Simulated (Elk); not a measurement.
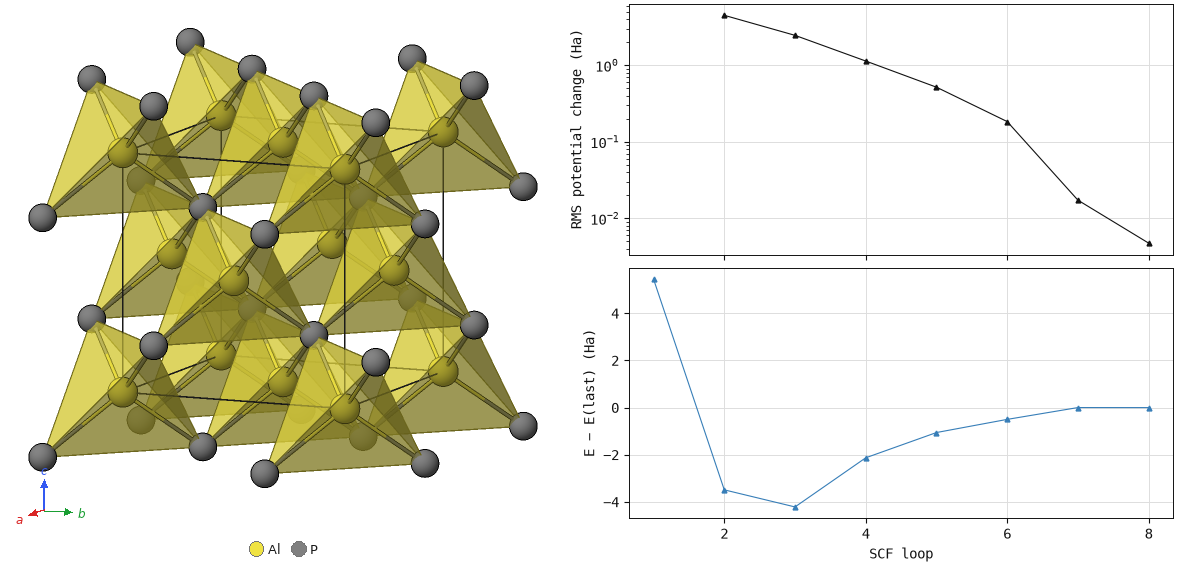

Beside the plot: the structure in its conventional cell.

Plot: SCF loops of a calculation: RMS potential change, total energy less its last value. AlP (F-43m, 2 atoms in the cell); Elk, DFT, PBE, all-electron APW+lo, Dirac cores, scalar-relativistic bands; R·Gmax 8, smearing of 0.082 eV, 10×10×10 k-mesh. The target for the potential change is 10⁻⁶ Ha, and the program also tests an averaged energy change.

It did not finish: the time limit cut it off after 8 loops. The potential change is still falling at the last step (down to 5 × 10⁻³). The potential change starts near 4 and ends near 5 × 10⁻³ Ha.
